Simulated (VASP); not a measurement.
Geometry relaxation of SiO$_{2}$ (part 4 of 5)

SiO$_{2}$ (P4₁2₁2, 12 atoms in the cell); Kohn-Sham DFT of a periodic cell, r2SCAN, VASP PAW PBE potentials, recommended, no spin polarisation (VASP 6.6.1); cutoff 600 eV, 6×6×4 k-mesh, Gaussian smearing of 0.03 eV. The structure derives from an entry of the Crystallography Open Database.

Geometry of the input (Å; fractional positions):
```
4.9820  0.0000  0.0000
0.0000  4.9820  0.0000
0.0000  0.0000  6.9630
Si 0.2990  0.2990  0.0000
Si 0.2010  0.7990  0.2500
Si 0.7010  0.7010  0.5000
Si 0.7990  0.2010  0.7500
O  0.2399  0.1035  0.1781
O  0.3965  0.7399  0.4281
O  0.7601  0.8965  0.6781
O  0.6035  0.2601  0.9281
O  0.7399  0.3965  0.5719
O  0.8965  0.7601  0.3219
O  0.2601  0.6035  0.0719
O  0.1035  0.2399  0.8219
```

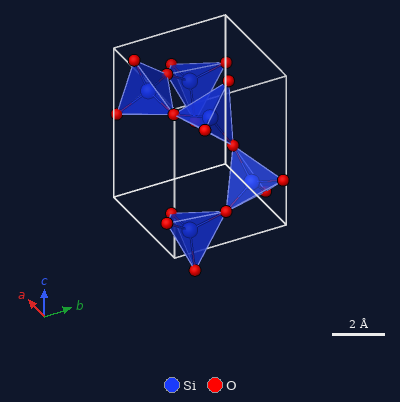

The geometry at step 0 of the log (polyhedral view of the cell of the calculation, seen at an oblique angle; polyhedra are completed across the faces of the cell).

### Parts of OUTCAR, continued
```
  FORCE on cell =-STRESS in cart. coord.  units (eV):
  Direction    XX          YY          ZZ          XY          YZ          ZX
  --------------------------------------------------------------------------------------
  -------------------------------------------------------------------------------------
  Total       -0.0255546     -0.0255546     -0.0508414      0.0000000     -0.0000000      0.0000000
  in kB       -0.2403234     -0.2403234     -0.4781278      0.0000000     -0.0000000      0.0000000
  external PRESSURE =      -0.3195915 kB  Pullay stress =       0.0000000 kB

 VOLUME and BASIS-vectors are now :
 -----------------------------------------------------------------------------
  energy-cutoff  :      600.00
  volume of cell :      170.37
      direct lattice vectors                 reciprocal lattice vectors
     4.972648213  0.000000000 -0.000000000     0.201100089 -0.000000000  0.000000000
     0.000000000  4.972648213 -0.000000000    -0.000000000  0.201100089 -0.000000000
    -0.000000000  0.000000000  6.889834211     0.000000000  0.000000000  0.145141373

 POSITION                                       TOTAL-FORCE (eV/Angst)
 -----------------------------------------------------------------------------------
      1.51107      1.51107      0.00000        -0.010243     -0.010243      0.000000
      0.97526      3.99739      1.72246         0.010243     -0.010243      0.000000
      3.46158      3.46158      3.44492         0.010243      0.010243     -0.000000
      3.99739      0.97526      5.16738        -0.010243      0.010243     -0.000000
      1.18264      0.55426      1.25763        -0.001897      0.012577     -0.014149
      1.93206      3.66897      2.98009        -0.012577     -0.001897     -0.014149
      3.79001      4.41839      4.70255         0.001897     -0.012577     -0.014149
      3.04059      1.30368      6.42500         0.012577      0.001897     -0.014149
      3.66897      1.93206      3.90975        -0.001897     -0.012577      0.014149
      4.41839      3.79001      2.18729        -0.012577      0.001897      0.014149
      1.30368      3.04059      0.46483         0.001897      0.012577      0.014149
      0.55426      1.18264      5.63221         0.012577     -0.001897      0.014149
 -----------------------------------------------------------------------------------
    total drift:                               -0.000000      0.000000      0.000000

  FREE ENERGIE OF THE ION-ELECTRON SYSTEM (eV)
  ---------------------------------------------------
  free  energy   TOTEN  =      -119.2052576102 eV

  energy  without entropy=     -119.2052576102  energy(sigma->0) =     -119.20525761

--------------------------------------- Ionic step       32  -------------------------------------------

 number of electron      63.9999993 magnetization

------------------------ aborting loop because EDIFF is reached ----------------------------------------

  FORCE on cell =-STRESS in cart. coord.  units (eV):
  Direction    XX          YY          ZZ          XY          YZ          ZX
  --------------------------------------------------------------------------------------
  -------------------------------------------------------------------------------------
  Total       -0.0529820     -0.0529820      0.0286826      0.0000000      0.0000000      0.0000000
  in kB       -0.4985141     -0.4985141      0.2698779      0.0000000      0.0000000      0.0000000
  external PRESSURE =      -0.2423834 kB  Pullay stress =       0.0000000 kB

 VOLUME and BASIS-vectors are now :
 -----------------------------------------------------------------------------
  energy-cutoff  :      600.00
  volume of cell :      170.28
      direct lattice vectors                 reciprocal lattice vectors
     4.971395607 -0.000000000 -0.000000000     0.201150759 -0.000000000  0.000000000
     0.000000000  4.971395607 -0.000000000     0.000000000  0.201150759 -0.000000000
    -0.000000000  0.000000000  6.889771923     0.000000000  0.000000000  0.145142686

 POSITION                                       TOTAL-FORCE (eV/Angst)
 -----------------------------------------------------------------------------------
      1.51100      1.51100      0.00000         0.007274      0.007274     -0.000000
      0.97470      3.99669      1.72244        -0.007274      0.007274     -0.000000
      3.46040      3.46040      3.44489        -0.007274     -0.007274      0.000000
      3.99669      0.97470      5.16733         0.007274     -0.007274      0.000000
      1.18192      0.55536      1.25780        -0.003773     -0.006080      0.000599
      1.93034      3.66762      2.98024         0.006080     -0.003773      0.000599
      3.78947      4.41604      4.70268         0.003773      0.006080      0.000599
      3.04106      1.30378      6.42513        -0.006080      0.003773      0.000599
      3.66762      1.93034      3.90953        -0.003773      0.006080     -0.000599
      4.41604      3.78947      2.18709         0.006080      0.003773     -0.000599
      1.30378      3.04106      0.46464         0.003773     -0.006080     -0.000599
      0.55536      1.18192      5.63197        -0.006080     -0.003773     -0.000599
 -----------------------------------------------------------------------------------
    total drift:                               -0.000000      0.000000      0.000000

  FREE ENERGIE OF THE ION-ELECTRON SYSTEM (eV)
  ---------------------------------------------------
  free  energy   TOTEN  =      -119.2053009846 eV

  energy  without entropy=     -119.2053009846  energy(sigma->0) =     -119.20530098

--------------------------------------- Ionic step       33  -------------------------------------------

 number of electron      63.9999993 magnetization

 Free energy of the ion-electron system (eV)
  ---------------------------------------------------
  ext. energy  EPLUGINS =         0.00000000
  ---------------------------------------------------
  free energy    TOTEN  =      -119.20530876 eV

  energy without entropy =     -119.20530876  energy(sigma->0) =     -119.20530876

 E-fermi :  -0.1083     XC(G=0):  -8.9336     alpha+bet : -9.1541

 val. band max:       -0.2601584121   @ k =   0.0000   0.0000   0.0000
 cond. band min:       6.1035084382   @ k =   0.0000   0.0000   0.0000
 fundamental gap:      6.3636668503
 Fermi energy:        -0.1082523804

 k-point     1 :       0.0000    0.0000    0.0000
  band No.  band energies     occupation
      1     -20.7119      2.00000
      2     -19.8070      2.00000
      3     -19.8070      2.00000
      4     -18.6740      2.00000
      5     -18.6270      2.00000
      6     -18.6208      2.00000
      7     -18.6141      2.00000
      8     -18.6141      2.00000
      9      -9.8114      2.00000
     10      -7.7189      2.00000
     11      -7.7189      2.00000
     12      -6.1425      2.00000
     13      -6.0213      2.00000
     14      -6.0213      2.00000
     15      -5.5203      2.00000
     16      -5.3605      2.00000
     17      -3.2890      2.00000
     18      -3.2556      2.00000
     19      -3.2556      2.00000
     20      -2.6846      2.00000
     21      -2.5796      2.00000
     22      -2.2708      2.00000
     23      -2.0461      2.00000
     24      -2.0333      2.00000
     25      -2.0333      2.00000
     26      -1.5816      2.00000
     27      -1.5816      2.00000
     28      -1.5555      2.00000
     29      -0.9556      2.00000
     30      -0.5777      2.00000
     31      -0.5777      2.00000
     32      -0.2602      2.00000
     33       6.1035      0.00000
     34       9.3769      0.00000
     35       9.3769      0.00000
     36       9.9100      0.00000
     37       9.9100      0.00000
     38      10.2968      0.00000
     39      10.8449      0.00000

 k-point     2 :       0.1667    0.0000    0.0000
  band No.  band energies     occupation
      1     -20.6532      2.00000
      2     -19.8653      2.00000
      3     -19.7389      2.00000
      4     -18.7108      2.00000
      5     -18.6778      2.00000
      6     -18.6406      2.00000
      7     -18.6219      2.00000
      8     -18.6143      2.00000
      9      -9.6673      2.00000
     10      -7.8702      2.00000
     11      -7.5587      2.00000
     12      -6.0953      2.00000
     13      -6.0717      2.00000
     14      -5.9674      2.00000
     15      -5.5424      2.00000
     16      -5.3770      2.00000
     17      -3.4626      2.00000
     18      -3.2058      2.00000
     19      -3.1420      2.00000
     20      -2.6135      2.00000
     21      -2.5895      2.00000
     22      -2.2579      2.00000
     23      -2.2400      2.00000
     24      -2.0259      2.00000
     25      -1.9967      2.00000
     26      -1.7549      2.00000
     27      -1.4666      2.00000
     28      -1.4614      2.00000
     29      -1.0182      2.00000
     30      -0.6649      2.00000
     31      -0.6047      2.00000
     32      -0.3414      2.00000
     33       6.4069      0.00000
     34       9.4381      0.00000
     35       9.4534      0.00000
     36       9.9137      0.00000
     37       9.9271      0.00000
     38      10.4483      0.00000
     39      10.7026      0.00000

 k-point     3 :       0.3333    0.0000    0.0000
  band No.  band energies     occupation
      1     -20.4902      2.00000
      2     -20.0306      2.00000
      3     -19.5459      2.00000
      4     -18.9561      2.00000
      5     -18.6855      2.00000
      6     -18.6714      2.00000
      7     -18.6197      2.00000
      8     -18.6152      2.00000
      9      -9.2843      2.00000
     10      -8.2629      2.00000
     11      -7.1525      2.00000
     12      -6.3152      2.00000
     13      -5.9288      2.00000
     14      -5.7915      2.00000
     15      -5.6305      2.00000
     16      -5.4345      2.00000
     17      -3.5340      2.00000
     18      -3.1300      2.00000
     19      -3.0346      2.00000
     20      -2.7478      2.00000
     21      -2.5784      2.00000
     22      -2.5338      2.00000
     23      -2.3258      2.00000
     24      -1.9801      2.00000
     25      -1.9669      2.00000
     26      -1.6775      2.00000
     27      -1.6488      2.00000
     28      -1.2016      2.00000
     29      -1.0184      2.00000
     30      -0.8554      2.00000
     31      -0.6798      2.00000
     32      -0.5568      2.00000
     33       7.1872      0.00000
     34       9.3230      0.00000
     35       9.6361      0.00000
     36       9.7053      0.00000
     37      10.0794      0.00000
     38      10.2049      0.00000
     39      10.7301      0.00000

 k-point     4 :       0.5000    0.0000    0.0000
  band No.  band energies     occupation
      1     -20.2617      2.00000
      2     -20.2617      2.00000
      3     -19.2638      2.00000
      4     -19.2638      2.00000
      5     -18.6872      2.00000
      6     -18.6872      2.00000
      7     -18.6171      2.00000
      8     -18.6171      2.00000
      9      -8.7751      2.00000
     10      -8.7751      2.00000
     11      -6.6834      2.00000
     12      -6.6834      2.00000
     13      -5.7738      2.00000
     14      -5.7738      2.00000
     15      -5.5749      2.00000
     16      -5.5749      2.00000
     17      -3.3410      2.00000
     18      -3.3410      2.00000
     19      -2.9675      2.00000
     20      -2.9675      2.00000
     21      -2.4805      2.00000
     22      -2.4805      2.00000
     23      -2.3025      2.00000
     24      -2.3025      2.00000
     25      -1.8602      2.00000
     26      -1.8602      2.00000
     27      -1.2684      2.00000
     28      -1.2684      2.00000
     29      -0.9114      2.00000
     30      -0.9114      2.00000
     31      -0.7621      2.00000
     32      -0.7621      2.00000
     33       8.2262      0.00000
     34       8.2262      0.00000
     35       9.7809      0.00000
     36       9.7809      0.00000
     37      10.4247      0.00000
     38      10.4247      0.00000
     39      10.5557      0.00000

 k-point     5 :       0.1667    0.1667    0.0000
  band No.  band energies     occupation
      1     -20.5942      2.00000
      2     -19.8002      2.00000
      3     -19.7952      2.00000
      4     -18.7897      2.00000
      5     -18.6812      2.00000
      6     -18.6436      2.00000
      7     -18.6364      2.00000
      8     -18.6285      2.00000
      9      -9.5238      2.00000
     10      -7.7298      2.00000
     11      -7.7031      2.00000
     12      -6.2379      2.00000
     13      -5.9928      2.00000
     14      -5.8581      2.00000
     15      -5.5376      2.00000
     16      -5.3792      2.00000
     17      -3.4511      2.00000
     18      -3.3267      2.00000
     19      -3.0802      2.00000
     20      -2.5652      2.00000
     21      -2.5554      2.00000
     22      -2.3658      2.00000
     23      -2.2121      2.00000
     24      -2.1081      2.00000
     25      -2.0754      2.00000
     26      -1.7303      2.00000
     27      -1.5014      2.00000
     28      -1.3022      2.00000
     29      -1.1054      2.00000
     30      -0.7063      2.00000
     31      -0.6749      2.00000
     32      -0.4065      2.00000
     33       6.6945      0.00000
     34       9.3482      0.00000
     35       9.6691      0.00000
     36       9.8448      0.00000
     37       9.9563      0.00000
     38      10.3282      0.00000
     39      10.7822      0.00000

 [... the levels of 18 k-points are left out ...]

 k-point    24 :       0.5000    0.0000    0.5000
  band No.  band energies     occupation
      1     -20.2554      2.00000
      2     -20.2554      2.00000
      3     -19.2850      2.00000
      4     -19.2850      2.00000
      5     -18.6717      2.00000
      6     -18.6717      2.00000
      7     -18.6174      2.00000
      8     -18.6174      2.00000
      9      -8.8028      2.00000
     10      -8.8028      2.00000
     11      -6.5522      2.00000
     12      -6.5522      2.00000
     13      -5.7289      2.00000
     14      -5.7289      2.00000
     15      -5.7117      2.00000
     16      -5.7117      2.00000
     17      -3.4778      2.00000
     18      -3.4778      2.00000
     19      -2.7738      2.00000
     20      -2.7738      2.00000
     21      -2.5277      2.00000
     22      -2.5277      2.00000
     23      -2.2301      2.00000
     24      -2.2301      2.00000
     25      -1.9683      2.00000
     26      -1.9683      2.00000
     27      -1.2796      2.00000
     28      -1.2796      2.00000
     29      -1.1961      2.00000
     30      -1.1961      2.00000
     31      -0.4452      2.00000
     32      -0.4452      2.00000
     33       8.6660      0.00000
     34       8.6660      0.00000
     35       9.3908      0.00000
     36       9.3908      0.00000
     37       9.8764      0.00000
     38       9.8764      0.00000
     39      10.8957      0.00000

 [... further k-points ...]

------------------------ aborting loop because EDIFF is reached ----------------------------------------

  FORCE on cell =-STRESS in cart. coord.  units (eV):
  Direction    XX          YY          ZZ          XY          YZ          ZX
  --------------------------------------------------------------------------------------
  -------------------------------------------------------------------------------------
  Total       -0.0363365     -0.0363365      0.0349340      0.0000000      0.0000000     -0.0000000
  in kB       -0.3419601     -0.3419601      0.3287614      0.0000000      0.0000000     -0.0000000
  external PRESSURE =      -0.1183863 kB  Pullay stress =       0.0000000 kB

 VOLUME and BASIS-vectors are now :
 -----------------------------------------------------------------------------
  energy-cutoff  :      600.00
  volume of cell :      170.25
      direct lattice vectors                 reciprocal lattice vectors
     4.970868072 -0.000000000 -0.000000000     0.201172106 -0.000000000  0.000000000
     0.000000000  4.970868072 -0.000000000     0.000000000  0.201172106 -0.000000000
    -0.000000000  0.000000000  6.889906702     0.000000000  0.000000000  0.145139846

 POSITION                                       TOTAL-FORCE (eV/Angst)
 -----------------------------------------------------------------------------------
      1.51098      1.51098      0.00000         0.006607      0.006607      0.000000
      0.97445      3.99642      1.72248        -0.006607      0.006607      0.000000
      3.45988      3.45988      3.44495        -0.006607     -0.006607      0.000000
      3.99642      0.97445      5.16743         0.006607     -0.006607      0.000000
      1.18165      0.55557      1.25788        -0.003153     -0.004714      0.001265
      1.92987      3.66709      2.98035         0.004714     -0.003153      0.001265
      3.78922      4.41530      4.70283         0.003153      0.004714      0.001265
      3.04100      1.30378      6.42531        -0.004714      0.003153      0.001265
      3.66709      1.92987      3.90955        -0.003153      0.004714     -0.001265
      4.41530      3.78922      2.18708         0.004714      0.003153     -0.001265
      1.30378      3.04100      0.46460         0.003153     -0.004714     -0.001265
      0.55557      1.18165      5.63203        -0.004714     -0.003153     -0.001265
 -----------------------------------------------------------------------------------
    total drift:                               -0.000000      0.000000      0.000000

  FREE ENERGIE OF THE ION-ELECTRON SYSTEM (eV)
  ---------------------------------------------------
  free  energy   TOTEN  =      -119.2053087550 eV

  energy  without entropy=     -119.2053087550  energy(sigma->0) =     -119.20530876

 reached required accuracy - stopping structural energy minimisation
```

### CONTCAR
```
SiO2
   1.00000000000000
     4.9708680719859553   -0.0000000000000000   -0.0000000000000000
     0.0000000000000000    4.9708680719859553   -0.0000000000000000
    -0.0000000000000000    0.0000000000000000    6.8899067016765336
  Si              O
     4     8
Direct
     0.3039676875899563    0.3039676875899563    0.0000000000000000
     0.1960323124100437    0.8039676875899564    0.2500000000000000
     0.6960323124100436    0.6960323124100436    0.5000000000000000
     0.8039676875899564    0.1960323124100437    0.7500000000000000
     0.2377155919351107    0.1117643854347629    0.1825679008431941
     0.3882356145652373    0.7377155919351107    0.4325679008431942
     0.7622844080648893    0.8882356145652370    0.6825679008431939
     0.6117643854347630    0.2622844080648892    0.9325679008431939
     0.7377155919351107    0.3882356145652373    0.5674320991568061
     0.8882356145652370    0.7622844080648893    0.3174320991568058
     0.2622844080648892    0.6117643854347630    0.0674320991568059
     0.1117643854347629    0.2377155919351107    0.8174320991568061

  0.00000000E+00  0.00000000E+00  0.00000000E+00
  0.00000000E+00  0.00000000E+00  0.00000000E+00
  0.00000000E+00  0.00000000E+00  0.00000000E+00
  0.00000000E+00  0.00000000E+00  0.00000000E+00
  0.00000000E+00  0.00000000E+00  0.00000000E+00
  0.00000000E+00  0.00000000E+00  0.00000000E+00
  0.00000000E+00  0.00000000E+00  0.00000000E+00
  0.00000000E+00  0.00000000E+00  0.00000000E+00
  0.00000000E+00  0.00000000E+00  0.00000000E+00
  0.00000000E+00  0.00000000E+00  0.00000000E+00
  0.00000000E+00  0.00000000E+00  0.00000000E+00
  0.00000000E+00  0.00000000E+00  0.00000000E+00
```

### Trajectory as extended XYZ (Å, eV, eV/Å), 17 of the 33 frames kept, from step=0 to step=32
```
12
Lattice="4.9820 0.0000 0.0000 0.0000 4.9820 0.0000 0.0000 0.0000 6.9630" Properties=species:S:1:pos:R:3:forces:R:3 step=0 energy=-119.18977
Si    1.4895    1.4895    0.0000    0.1410   0.1410   0.0000
Si    1.0015    3.9805    1.7408   -0.1410   0.1410   0.0000
Si    3.4925    3.4925    3.4815   -0.1410  -0.1410   0.0000
Si    3.9805    1.0015    5.2222    0.1410  -0.1410   0.0000
O     1.1951    0.5155    1.2403   -0.0512  -0.0442   0.1662
O     1.9755    3.6861    2.9811    0.0442  -0.0512   0.1662
O     3.7869    4.4665    4.7218    0.0512   0.0442   0.1662
O     3.0065    1.2959    6.4626   -0.0442   0.0512   0.1662
O     3.6861    1.9755    3.9819   -0.0512   0.0442  -0.1662
O     4.4665    3.7869    2.2412    0.0442   0.0512  -0.1662
O     1.2959    3.0065    0.5004    0.0512  -0.0442  -0.1662
O     0.5155    1.1951    5.7227   -0.0442  -0.0512  -0.1662
```
